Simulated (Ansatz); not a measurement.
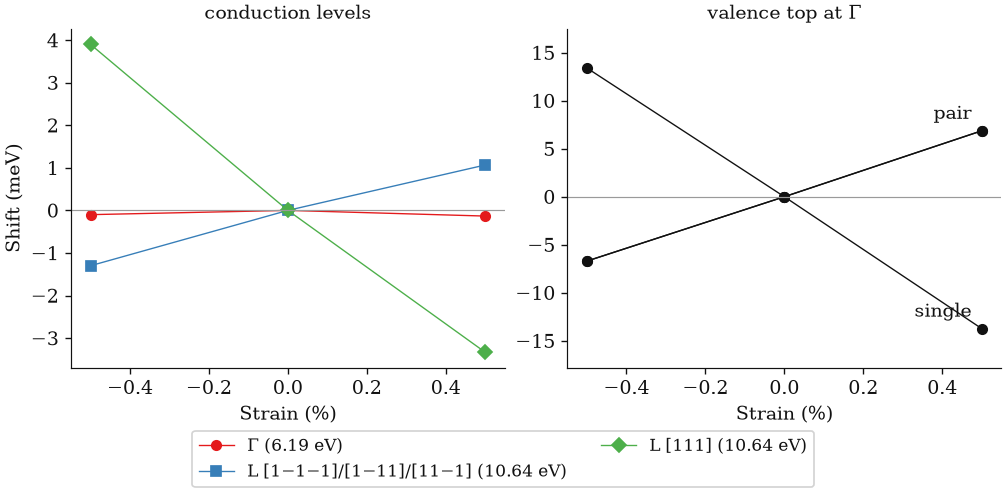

Shifts of the lowest conduction level at the points named, against the centre of the valence top at Γ (unstrained energies in the legend), and the splitting of that top about its centre. Directions are on the cubic axes.

System: rocksalt NaF, space group Fm-3m (No. 225), 2 atoms in the primitive cell, in a cell relaxed beforehand; cubic a = 4.630 Å. Here equal engineering shears of ±0.5 % are applied in xy, yz and zx, and the atoms are carried along without relaxing. Computed with Ansatz 0.2.0: PBEsol, Ansatz PAW set, no spin polarisation, no spin-orbit coupling, 10×10×10 k mesh, 420 eV cutoff, fixed occupations.

Question: How fast does each conduction level move?

Answer: For each 1 % of strain: 0 meV at Γ, +2 meV at L [1−1−1]/[1−11]/[11−1] and −7 meV at L [111].

Question: What shear deformation potential follows for the L levels?

Answer: For the L levels, with εxy half the engineering shear γ, E[111] − E[others] = (8/3) Ξu εxy = (4/3) Ξu γ. The splitting is −10 meV for γ = 1 %, so Ξu = −0.7 eV.

Question: How does the valence top split?

Answer: The threefold valence top splits at 41 meV for each 1 % of strain; at positive shear the single level lies below the pair.

The PAW data sets were made with another functional. LDA, GGA and most meta-GGA functionals understate gaps. Spin-orbit coupling, left out here, splits this threefold top even without strain.
